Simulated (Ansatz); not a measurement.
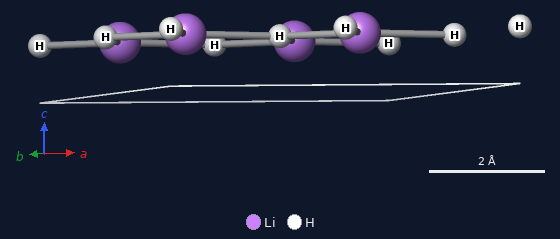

Phonons of a free-standing layer of LiH (a generated structure), space group P-6m2 (No. 187), at the zone centre. The picture is a ball-and-stick view of the 2 × 2 repeat of the cell, outlined in the plane, without the vacuum, seen from a free direction.

These are results of Ansatz 0.2.0, DFT PBE, scalar-relativistic, plane waves, PAW, not measurements. (plane-wave cutoff 420 eV; k-point mesh 12 × 12 × 1; occupations fixed; no spin polarisation)

Frequencies are those without the non-analytic (LO–TO) term.

### Give the spectrum at this point.

The calculation's cell holds 2 atoms, so there are 3 optical modes, in 2 levels. The optical modes span A₂″ + E′. No level is unstable.

| level | symmetry | frequency (cm⁻¹) | activity |
| --- | --- | --- | --- |
| 1 | A₂″ | 745 | infrared-active |
| 2 | E′ | 1068 | infrared- and Raman-active |

The modes drawn as arrows (one member of each degenerate set):

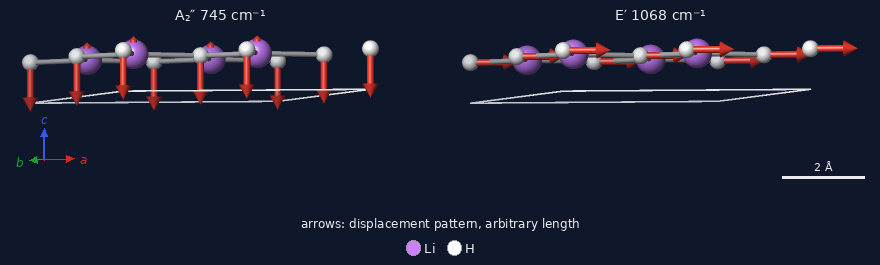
